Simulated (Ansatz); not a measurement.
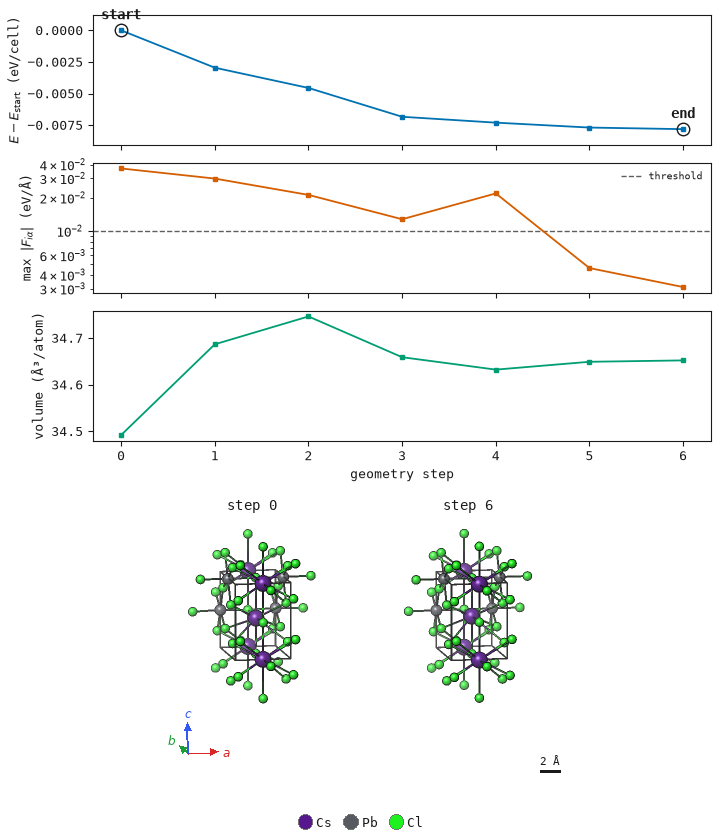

First and last geometry of a relaxation of a crystal of CsPbCl$_{3}$ (built on the database structure type), with the history of the run. The picture is a ball-and-stick view of the cell of the calculation, seen slightly off an axis.

Theory: DFT, r2SCAN+rVV10, plane waves, PAW in Ansatz. Set-up: plane-wave cutoff 500 eV; k-point mesh 4 × 4 × 4; occupations fermi dirac; smearing width 0.03 eV; no spin polarisation; cell and atoms relaxed; force threshold 0.01 eV/Å; at most 120 steps.

Did the run converge, and what did it change?

Answer. The run was cut off at its time limit before the program reported convergence, but its last step already meets the force threshold: the largest component is 0.0031 eV/Å against 0.01 eV/Å. The pressure is within 0.01 GPa of its target. The energy falls by 7.8 meV per cell of the calculation in 6 geometry steps. The largest force component goes from 0.037 to 0.0031 eV/Å. Pressure: 0.21 GPa at the start and 0.01 GPa at the end. The largest move relative to the cell is that of a Cs atom, 0.25 Å along [0 1 1]. Largest moves by element: Cs 0.25 Å, Cl 0.12 Å, Pb 0.03 Å. The drawn cell changes as follows: a 5.693 → 5.735 Å (+0.7 %), b = c 7.784 → 7.773 Å (−0.1 %); the volume changes by +0.5 %. Near-neighbour distances that change, for instance: Cl–Cs 4.157 → 4.438 Å, Cl–Cs 4.134 → 3.914 Å, Cl–Cs 3.656 → 3.859 Å, Cl–Cs 4.018 → 3.894 Å. Bond angles that change, for instance: Pb–Cl–Pb 156.7° → 152.1°, Cl–Pb–Cl 174.9° → 179.1°, Cl–Pb–Cl 175.8° → 179.9°. The space group stays Amm2 (No. 38).

| step | E − E(0), meV/atom | largest force component, eV/Å | pressure, GPa | volume, Å³/atom |
| --- | --- | --- | --- | --- |
| 0 | 0.00 | 0.0369 | 0.21 | 34.492 |
| 1 | -0.30 | 0.0299 | 0.03 | 34.687 |
| 2 | -0.46 | 0.0212 | -0.03 | 34.746 |
| 3 | -0.68 | 0.0128 | 0.01 | 34.659 |
| 4 | -0.73 | 0.0219 | 0.02 | 34.632 |
| 5 | -0.77 | 0.0046 | 0.01 | 34.649 |
| 6 | -0.78 | 0.0031 | 0.01 | 34.652 |
